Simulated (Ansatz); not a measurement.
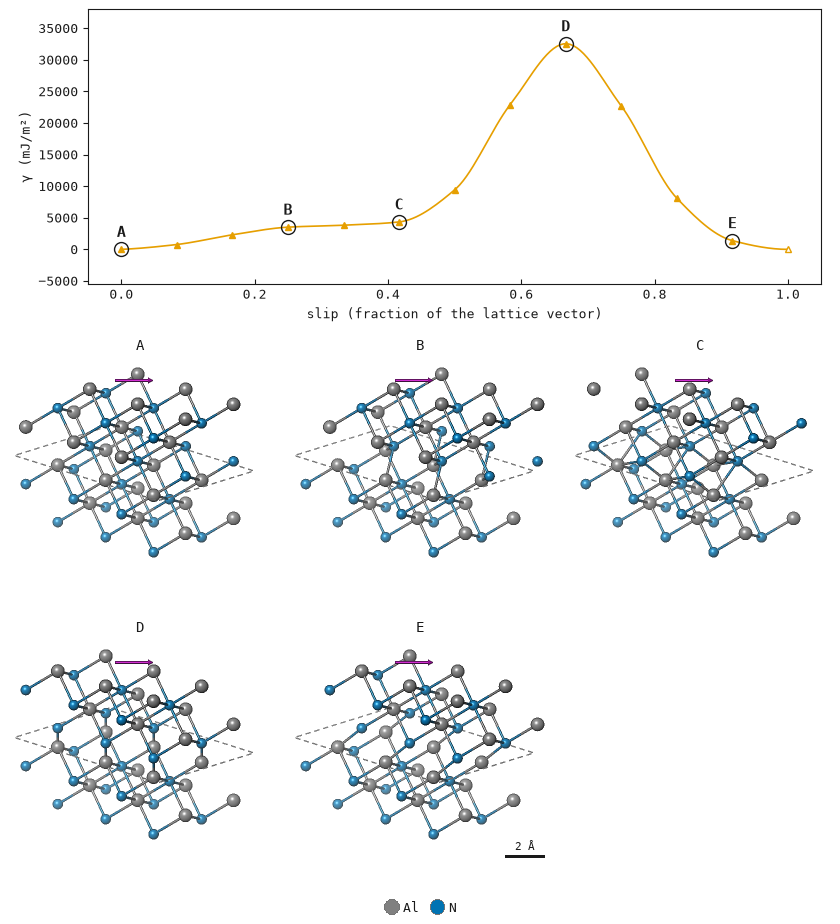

Energy scan for solid AlN (Fm-3m), in which the crystal above a cut along the (1 1 1) plane of the conventional cell (between a plane of Al below and one of N above, 1.17 Å apart) is slid rigidly by fractions of an in-plane lattice vector 4.95 Å long (a generalised stacking fault). One cut stands in each cell, which starts 14.0 Å high; nothing is relaxed, and the dashed outline marks the cut, the arrow on top the direction of slip. The lettered frames are marked on the plot. Hollow markers are points alike by symmetry, not computed again. The picture is a ball-and-stick view of the layers on both sides of the cut, seen obliquely from above.

All numbers below come from DFT PBEsol, scalar-relativistic, plane waves, PAW (Ansatz). Set-up: plane-wave cutoff 420 eV; k-point mesh 9 × 9 × 2; occupations gaussian; smearing width 0.05 eV; no spin polarisation. Energies (free energies at the smearing named) are counted from the relaxed crystal.

Q: Describe the profile.

A: The curve starts and ends at zero, since a full lattice vector restores the crystal. Its highest computed point is 32558 mJ/m² at slip 0.667, which the unstable stacking-fault energy of this rigid path equals or slightly exceeds. No local minimum shows among the points, so there is no metastable fault on this line. The path isn't symmetric about half-way. Relaxation across the fault would lower the values.
